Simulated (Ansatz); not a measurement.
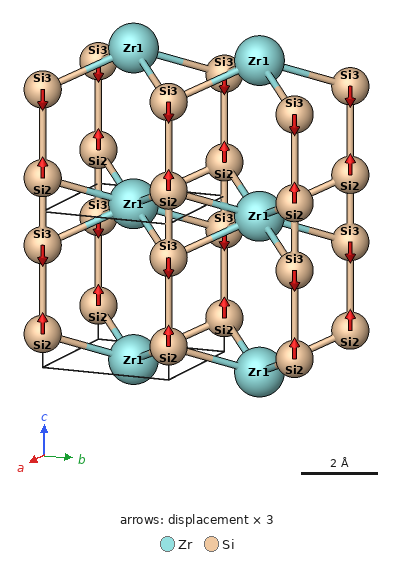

A relaxation of crystalline ZrSi2 (a generated structure, set up in P4/mmm) (coarse preliminary run). The starting structure is drawn; red arrows show the displacements (the part carried along by the change of the cell is left out), 3 times their true length.

The picture is a ball-and-stick view of the cell of the calculation, repeated 1 × 2 × 2 with one cell outlined, seen slightly off an axis.

These are results of DFT PBE, scalar-relativistic, plane waves, PAW (Ansatz 0.2.0), not measurements. Set-up: plane-wave cutoff 420 eV; k-point mesh 6 × 6 × 4; occupations gaussian; smearing width 0.1 eV; no spin polarisation; cell and atoms relaxed; force threshold 0.04 eV/Å; at most 70 steps.

**Atoms of which element are displaced furthest, and by how much?**

Silicon: up to 0.20 Å, against 0.00 Å for zirconium.

**Describe the change and its energy.**

The largest moves relative to the cell, 0.20 Å, are those of Si2 and Si3. Si2 goes along +c. Zr stays in place. The volume changes by +5.6 %, with a = b 3.665 → 3.535 Å (−3.5 %), c 4.254 → 4.826 Å (+13.4 %). Among the contacts that change: Si2–Si3 1.833 → 2.480 Å, Si2–Si3 (another image) 2.421 → 2.346 Å, Zr1–Si2 2.749 → 2.790 Å. Bond angles that change, for instance: Zr1–Si2–Zr1 141.1° → 127.2°, Zr1–Si2–Si3 70.5° → 63.6°, Zr1–Si2–Si3 109.5° → 116.4°. The space group stays P4/mmm (No. 123). After 5 accepted moves (6 points after the start) the energy has fallen by 872 meV per atom. The largest force component goes from 13 to 0.0062 eV/Å. The pressure goes from 20.50 to 0.03 GPa. The SCF was repeated once at an unchanged geometry on a basis and grid sized afresh for the cell, which shifted the energy by 1.1 meV per atom at most. Cost: 7.1 s on 1 thread of Intel(R) Xeon(R) 6975P-C (Granite Rapids), on a shared host, peak memory 0.39 GiB.
